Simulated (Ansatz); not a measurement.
# Pd(111) with 4 layers of random Pd-Ir, 2x2: scattering by chemical disorder

Wanted: resistance against the alloy's length, first Pd(111) with 4 layers of random Pd-Ir, 2x2.

Method: Ansatz plane-wave DFT, PBE, PAW files; ballistic transport by layer matching (Landauer), zero bias; PAW set soft_1, in Ansatz 0.2.0.

**1. The starting structure**

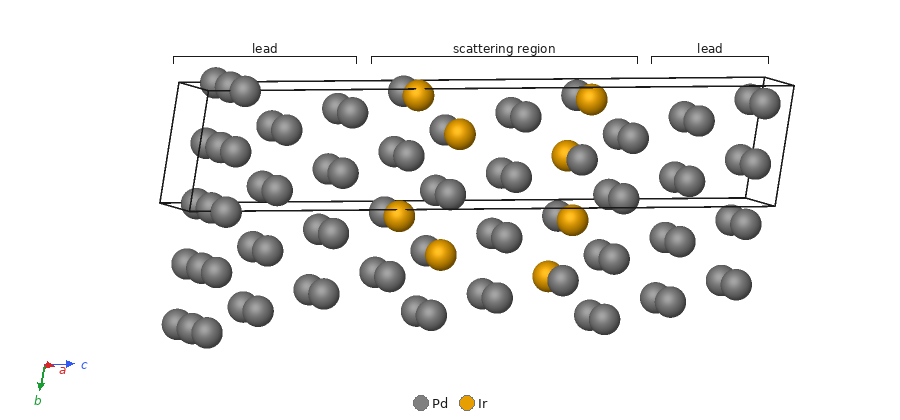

The starting structure, seen from the side, with the c axis across the page (palladium grey, iridium orange). 1×2×1 cells are drawn. Some periodic images of atoms are drawn too.

The cell holds 40 atoms: 36 Pd and 4 Ir. Cell: a = 5.501 Å, b = 5.501 Å, c = 22.514 Å, α = 93.5°, β = 86.5°, γ = 120.0°. It derives from Pd. Regions: lead, 24 atoms (24 Pd); scattering region, 16 atoms (4 Ir and 12 Pd). The structure is stacked along c, and the current runs across the ab planes.

**2. With 4 alloy layers**

In 4 layers a share of 0.25 of the sites is given to Ir at random. The layers about the cell's end stay perfect and serve as the lead. Disorder leaves little or no symmetry, which makes such runs dear. Energies from -0.05 to 0.05 eV in steps of 0.05 eV are too few for the program's thermal sum, so it prints no conductance; for a metal the transmission near the Fermi level serves, at a fraction of the cost.

input.yaml

```yaml
crystal:
  lattice:
    - [5.5010079149, 0.0, 0.0]
    - [-2.7505039575, 4.7640126007, 0.0]
    - [1.3752519787, -0.7940021001, 22.4577707709]
  atoms:
    - { symbol: Pd, position: [0.9916666667, 0.0083333333, 0.05] }
    - { symbol: Pd, position: [0.9916666667, 0.5083333333, 0.05] }
    - { symbol: Pd, position: [0.4916666667, 0.0083333333, 0.05] }
    - { symbol: Pd, position: [0.4916666667, 0.5083333333, 0.05] }
    - { symbol: Pd, position: [0.1416666667, 0.3583333333, 0.15] }
    - { symbol: Pd, position: [0.1416666667, 0.8583333333, 0.15] }
    - { symbol: Pd, position: [0.6416666667, 0.3583333333, 0.15] }
    - { symbol: Pd, position: [0.6416666667, 0.8583333333, 0.15] }
    - { symbol: Pd, position: [0.2916666667, 0.2083333333, 0.25] }
    - { symbol: Pd, position: [0.2916666667, 0.7083333333, 0.25] }
    - { symbol: Pd, position: [0.7916666667, 0.2083333333, 0.25] }
    - { symbol: Pd, position: [0.7916666667, 0.7083333333, 0.25] }
    - { symbol: Ir, position: [0.9416666667, 0.0583333333, 0.35] }
    - { symbol: Pd, position: [0.9416666667, 0.5583333333, 0.35] }
    - { symbol: Pd, position: [0.4416666667, 0.0583333333, 0.35] }
    - { symbol: Pd, position: [0.4416666667, 0.5583333333, 0.35] }
    - { symbol: Pd, position: [0.0916666667, 0.4083333333, 0.45] }
    - { symbol: Pd, position: [0.0916666667, 0.9083333333, 0.45] }
    - { symbol: Ir, position: [0.5916666667, 0.4083333333, 0.45] }
    - { symbol: Pd, position: [0.5916666667, 0.9083333333, 0.45] }
    - { symbol: Pd, position: [0.2416666667, 0.2583333333, 0.55] }
    - { symbol: Pd, position: [0.2416666667, 0.7583333333, 0.55] }
    - { symbol: Pd, position: [0.7416666667, 0.2583333333, 0.55] }
    - { symbol: Pd, position: [0.7416666667, 0.7583333333, 0.55] }
    - { symbol: Ir, position: [0.8916666667, 0.1083333333, 0.65] }
    - { symbol: Pd, position: [0.8916666667, 0.6083333333, 0.65] }
    - { symbol: Pd, position: [0.3916666667, 0.1083333333, 0.65] }
    - { symbol: Ir, position: [0.3916666667, 0.6083333333, 0.65] }
    - { symbol: Pd, position: [0.0416666667, 0.4583333333, 0.75] }
    - { symbol: Pd, position: [0.0416666667, 0.9583333333, 0.75] }
    - { symbol: Pd, position: [0.5416666667, 0.4583333333, 0.75] }
    - { symbol: Pd, position: [0.5416666667, 0.9583333333, 0.75] }
    - { symbol: Pd, position: [0.1916666667, 0.3083333333, 0.85] }
    - { symbol: Pd, position: [0.1916666667, 0.8083333333, 0.85] }
    - { symbol: Pd, position: [0.6916666667, 0.3083333333, 0.85] }
    - { symbol: Pd, position: [0.6916666667, 0.8083333333, 0.85] }
    - { symbol: Pd, position: [0.8416666667, 0.1583333333, 0.95] }
    - { symbol: Pd, position: [0.8416666667, 0.6583333333, 0.95] }
    - { symbol: Pd, position: [0.3416666667, 0.1583333333, 0.95] }
    - { symbol: Pd, position: [0.3416666667, 0.6583333333, 0.95] }
kpoints:
  mp_grid: { grid: [5, 5, 1] }
hamiltonian:
  xc: pbe
  pseudopotentials: { kind: paw, azcp: { folder: soft_1 } }
scf:
  occupations: { method: fermi_dirac, width: 0.1 }
output:
  transmission:
    leads: [[0, 4]]
    kmesh: [10, 10]
    e_range: [-0.05, 0.05]
    de: 0.05
  write_potential: true
  write_density: true
  volumetric_format: npy
```

Started as:

```bash
> ansatz run input.yaml --threads 4 --pin off --max-ram 15360MiB --backend cpu --events-out ev --progress --plain --runs-dir out
```

Numbers of over 12 decimals in the logs are rounded to 6 here.

Output:

```text
Engine: ansatz 0.2.0, x86_64-unknown-linux-gnu
Pseudopotentials: kind: paw
Pseudopotential: Pd, paw, valence charge 18, recommended cutoff 420 eV (normal), soft_1/Pd.paw.azcp
Pseudopotential: Ir, paw, valence charge 17, recommended cutoff 420 eV (normal), soft_1/Ir.paw.azcp
Functional definition: PBE
  parameter kappa = 0.804
  parameter beta = 0.066725
  exchange = pbe_x(kappa = kappa, mu = beta*pi^2/3)
  correlation = pbe_c(beta = beta)
Crystal: 40 atoms, lattice volume = 588.548 Å³
Basis set: ecut = 420 eV, 11489 PW (Γ)
Bands: 430, of which v1, the nominal top of the filled ones, is band 358 counted from 1 (357 counted from 0)
Symmetry: 2 space group operations
Space group: Cm (ITA 8), of the structure as read, at distance tolerance 8.4e-5 Å
k-points: 9 of 25 (time reversal used)
Non-local potential: Pd, projectors of the file, l = 0: 2, l = 1: 2, l = 2: 2, l = 3: 1
Non-local potential: Ir, projectors of the file, l = 0: 3, l = 1: 2, l = 2: 2, l = 3: 1
PAW form: soft (Blöchl's): semilocal exchange-correlation on the pseudo side does not see the compensation charge
PAW one-centre angular grid: Pd, 590 points (default); XC on 64 Gauss nodes
PAW one-centre angular grid: Ir, 590 points (default); XC on 64 Gauss nodes
Initial density: superposition of atomic densities (chi_scale 0.1, normalization cell)
Initial wavefunctions: pseudopotential atomic-orbital guess
Functional: x = pbe(κ = 0.804, μ = 0.219515), c = pbe(β = 0.066725)
SCF iter   1: F=—  HF=-298832.001132 eV  |F-HF|=—  |Δ(HF+E_count)|=         —  Δρ=1.97e-1  dr2=8.97e2  ethr=3.10e-3  ⟨swp⟩=4.7  Hψ=11456  notcnv=0  defer=94
preconditioner: auto → Kerker (q_TF=auto, 2.819 Å⁻¹)  [metal: Δε(μ)=0.002 eV  Ē_g=8.120 eV  σ=0.100 eV  W_gap=0.01  n_scr=240 (ndim 8)  ℏωp=30.5 eV  f_vac=0.000  D(μ)=69.61/eV (n_scr^D=956)]
SCF iter   2: F=—  HF=-298780.990547 eV  |F-HF|=—  |Δ(HF+E_count)|=    5.10e1  Δρ=8.12e-2  dr2=1.25e2  ethr=3.10e-3  ⟨swp⟩=2.1  Hψ=7121  notcnv=0  defer=335
SCF iter   3: F=—  HF=-298772.378285 eV  |F-HF|=—  |Δ(HF+E_count)|=    8.61e0  Δρ=4.27e-2  dr2=6.83e1  ethr=3.10e-3  ⟨swp⟩=2.0  Hψ=6325  notcnv=0  defer=350
SCF iter   4: F=—  HF=-298771.271868 eV  |F-HF|=—  |Δ(HF+E_count)|=    1.11e0  Δρ=1.41e-2  dr2=5.89e0  ethr=3.10e-3  ⟨swp⟩=2.0  Hψ=4596  notcnv=0  defer=364
SCF iter   5: F=—  HF=-298771.344080 eV  |F-HF|=—  |Δ(HF+E_count)|=   7.22e-2  Δρ=1.14e-2  dr2=5.94e0  ethr=8.22e-4  ⟨swp⟩=1.0  Hψ=3500  notcnv=0  defer=370
SCF iter   6: F=—  HF=-298771.252909 eV  |F-HF|=—  |Δ(HF+E_count)|=   9.12e-2  Δρ=7.04e-3  dr2=3.32e0  ethr=8.22e-4  ⟨swp⟩=1.0  Hψ=3500  notcnv=0  defer=370
SCF iter   7: F=—  HF=-298771.208007 eV  |F-HF|=—  |Δ(HF+E_count)|=   4.49e-2  Δρ=2.98e-3  dr2=4.83e-1  ethr=4.64e-4  ⟨swp⟩=1.0  Hψ=3500  notcnv=0  defer=370
SCF iter   8: F=—  HF=-298771.197846 eV  |F-HF|=—  |Δ(HF+E_count)|=   1.02e-2  Δρ=6.75e-4  dr2=2.81e-2  ethr=6.75e-5  ⟨swp⟩=1.0  Hψ=3500  notcnv=0  defer=370
SCF iter   9: F=—  HF=-298771.197576 eV  |F-HF|=—  |Δ(HF+E_count)|=   2.69e-4  Δρ=5.67e-5  dr2=9.68e-5  ethr=3.93e-6  ⟨swp⟩=1.0  Hψ=3500  notcnv=0  defer=370
SCF iter  10: F=—  HF=-298771.198176 eV  |F-HF|=—  |Δ(HF+E_count)|=   5.99e-4  Δρ=2.19e-5  dr2=3.19e-5  ethr=1.35e-8  ⟨swp⟩=1.7  Hψ=3988  notcnv=0  defer=370
SCF iter  11: F=—  HF=-298771.198175 eV  |F-HF|=—  |Δ(HF+E_count)|=   5.76e-7  Δρ=5.27e-6  dr2=1.33e-6  ethr=4.45e-9  ⟨swp⟩=1.0  Hψ=3500  notcnv=0  defer=370
SCF iter  12: F=—  HF=-298771.198175 eV  |F-HF|=—  |Δ(HF+E_count)|=   2.86e-8  Δρ=2.05e-6  dr2=1.55e-7  ethr=1.86e-10  ⟨swp⟩=1.1  Hψ=3501  notcnv=0  defer=370
SCF iter  13: F=-298771.198175 eV  HF=-298771.198175 eV  |F-HF|=1.37e-8  |Δ(HF+E_count)|=   1.63e-9  Δρ=5.17e-7  dr2=1.43e-8  ethr=1.40e-11  ⟨swp⟩=8.8  Hψ=12589  notcnv=0
SCF 1 converged in 13 iterations: F = -298771.198175 eV  dr2 = 1.43e-8
  greatest PAW one-centre occupation: 1.000 electrons in one spin orbital (limit 2), on the Ir atom at site 24 (counted from 0), in its partial waves of l = 0
transmission: 112 of 1085 steps passed
transmission: 220 of 1085 steps passed
[...]
transmission: 1085 of 1085 steps passed
SCF converged after 13 iterations
Free energy (F): -298771.198175 eV
Harris-Foulkes:  -298771.198175 eV  (|F-HF|=1.37e-8)
Internal energy: -298769.019288 eV  (E = F + TS)
E sigma→0 (E₀):  -298770.108732 eV
Entropy (-TS):   -2.178887 eV (-54.472 meV/atom)
Fermi energy:    20.241880 eV
--- Per-component energies (eV) ---
  E_band       = -5384.444341
  E_kinetic    = 18309.896679
  E_local      = -70561.602527  (includes V_loc(G=0)·N_el)
  E_nonlocal   = 14100.083222
  E_hartree    = 28288.710674
  E_xc         = -5913.043172
  E_vxc        = -7341.034161  (∫ρ·V_xc dr)
  E_paw        = -174244.958501  (= ΣΔE_a)
  E_vpaw       = -16469.217239  (= ΣTr[D̂ρ^β])
  E_aug_tail   = 0.010134  (compensation charges beyond the density's cutoff)
  E_ewald      = -108748.115798
  E_smearing   = -2.178887  (= −TS)
  E_closure    = -0.000000  (closes the sum)
  Σ components = -298771.198175   (vs F -298771.198175, Δ=0.00e0)
--- Band table (eV; the first three rows and the last of 9) ---
  k-point 0: bands = [... 354 lower, 20.3753, 20.3977, 20.4093, 20.4287, 20.4454, 20.4627, 20.4962, 20.5591, ... 68 higher]
  k-point 1: bands = [... 354 lower, 20.2459, 20.2654, 20.2814, 20.3024, 20.3297, 20.3446, 20.3698, 20.3962, ... 68 higher]
  k-point 2: bands = [... 354 lower, 20.1175, 20.1429, 20.1649, 20.1778, 20.2262, 20.2401, 20.2725, 20.3260, ... 68 higher]
  k-point 8: bands = [... 354 lower, 20.1251, 20.1378, 20.1644, 20.1723, 20.1967, 20.2373, 20.2671, 20.3033, ... 68 higher]
--- Transmission ---
  basis      : 235 plane waves across, 35 finite elements along
  points     : 31, standing for a mesh of 10 x 10
  energies   : 3 from -0.050000 to 0.050000 eV about the Fermi level, 0.050000 eV apart; the leads are filled to 0.000000 eV, and channels, transmission and decay are at 0.000000 eV
  crystal 0  : Pd4, at the sites [0, 4], period 2.2458 Å, over 13.47 Å; its Hamiltonian steps by up to 30.1 meV: too much for a lead, lay more layers or, if its atoms are ordered, name the step of that order
    offset         : up to 0.0000 Å between an atom of the period and one for which it stands
    channels       : 5.350000e0 a spin
    conductance    : none, the energies end too early or step too widely for 300 K: set another output.transmission.e_range or a lower de, or, where they end at an eighth of basis.ecutwfc, a higher one
  junction   : crystal 0 to crystal 0, 0.70 to 20.91 Å
    transmission   : 2.548124e0 a spin
    conductance    : none, the energies end too early or step too widely for 300 K: set another output.transmission.e_range or a lower de, or, where they end at an eighth of basis.ecutwfc, a higher one
```

The job ended after 3.4 min (4 threads of Intel Xeon 6975P-C (Granite Rapids), shared host; peak memory 5.1 GiB; 13 min of CPU time).

Reading the cycles: dr2 is the Hartree energy of the density residual (eV), the measure of convergence; HF is the Harris–Foulkes estimate of the energy, which meets the free energy F at convergence.

This step gave:

| Quantity | Value |
| --- | --- |
| free energy | -298771.1982 eV |
| energy at zero smearing | -298770.1087 eV |
| Fermi energy | 20.24 eV |
| cell area | 26.21 Å² |
| transmission per spin nearest the Fermi level | 2.548 |
| open channels per spin nearest the Fermi level | 5.35 |
| step of the lead's potential | 30.1 meV |

Per spin. Table of transmission, zone mean by energy, zero at the Fermi level:

```
energy (eV)  transmission, zone mean
    -0.0500                     2.90
     0.0000                     2.55
     0.0500                     2.21
```

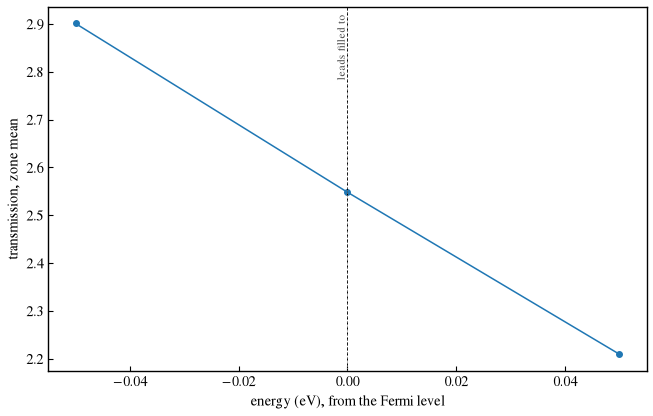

Transmission, zone mean against energy.

Per spin. Table of open channels, zone mean, lead by energy, zero at the Fermi level:

```
energy (eV)  open channels, zone mean, lead
    -0.0500                            6.45
     0.0000                            5.35
     0.0500                            4.73
```

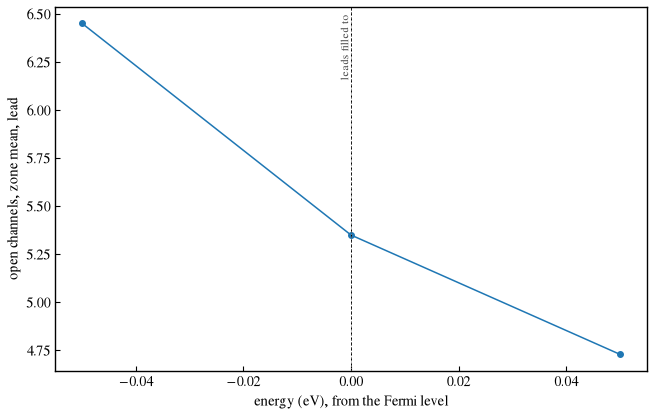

Open channels, zone mean, lead against energy.

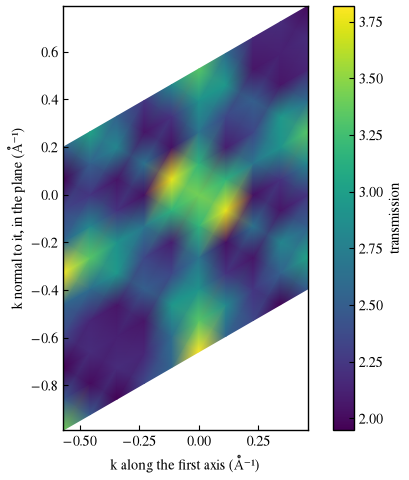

Transmission over k1 and k2. At 0.0000 eV from the Fermi level.

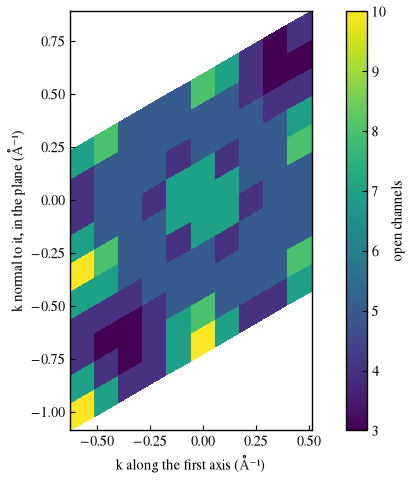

Open channels over k1 and k2. At 0.0000 eV from the Fermi level.

Over the solved energies the transmission per spin lies between 2.21 and 2.90, out of 5.51 channels of the lead on average (up to 6.45). The log calls the step of a lead's potential too much.

(Continued in part 2 of 2.)

[Logs are printed without paths, hosts, clocks, repeated set-up lines and the standing remarks that a program may print on its own settings, such as how far it seeks lower states.]

[Hosts, paths, dates, database ids (printed as entryN), source tags and the programs' standing remarks are cut or masked in the printed files.]
